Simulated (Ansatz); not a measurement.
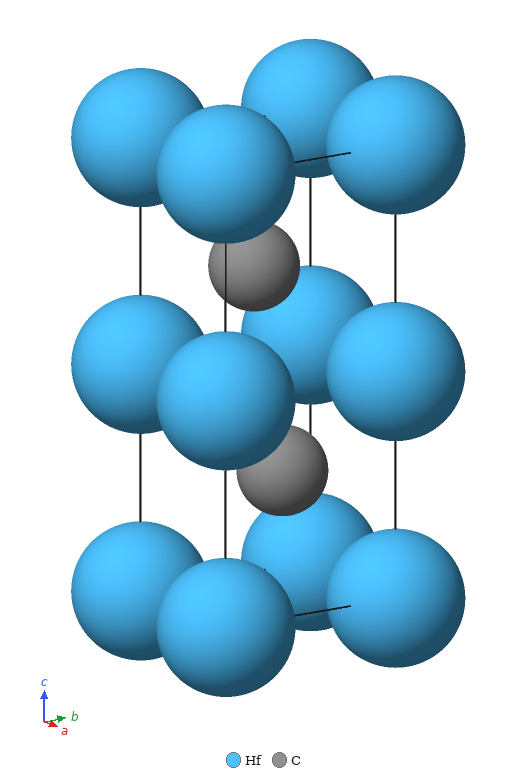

A spheres-only rendering, viewed slightly off an axis. Lines trace the edges of the conventional unit cell.

HfC, nickel arsenide (NiAs) type, space group P6_3/mmc (No. 194), a = 3.266 Å, b = 3.266 Å, c = 5.766 Å, α = 90.00°, β = 90.00°, γ = 120.00°. The cell started as a structure type filled with these elements by a generator (whether the compound takes this form wasn't checked). Earlier steps of the study, as a rule a relaxation of our own, may have changed the cell and positions, so they can lie some per cent off the listed ones. It was run through Ansatz as a DFT input.

This one geometry was computed with Ansatz (DFT, plane waves, PAW) at four levels of theory: LDA, PBE with spin-orbit coupling, PBEsol and r2SCAN.

> Which level gives the highest pressure at this volume, and what does that say about its equilibrium volume?

Highest: PBE with spin-orbit coupling (-0.5 GPa), which points to the largest equilibrium volume. Lowest, with the smallest volume: LDA (-10.9 GPa). Levels within 0.5 GPa of each other can't be told apart.

> How does the band gap change with the level of theory?

All levels give a metal.

> Collect the results in a table.

| level | cutoff (eV) | k-mesh of the run's cell | gap (eV) | pressure (GPa) |
| --- | --- | --- | --- | --- |
| LDA | 420 | 12×12×6 | metal | -10.9 |
| PBE with spin-orbit coupling | 420 | 12×12×6 | metal | -0.5 |
| PBEsol | 420 | 12×12×6 | metal | -6.0 |
| r2SCAN | 500 | 12×12×6 | metal | -1.9 |

Gaps are taken on the k-mesh or band path of each run.
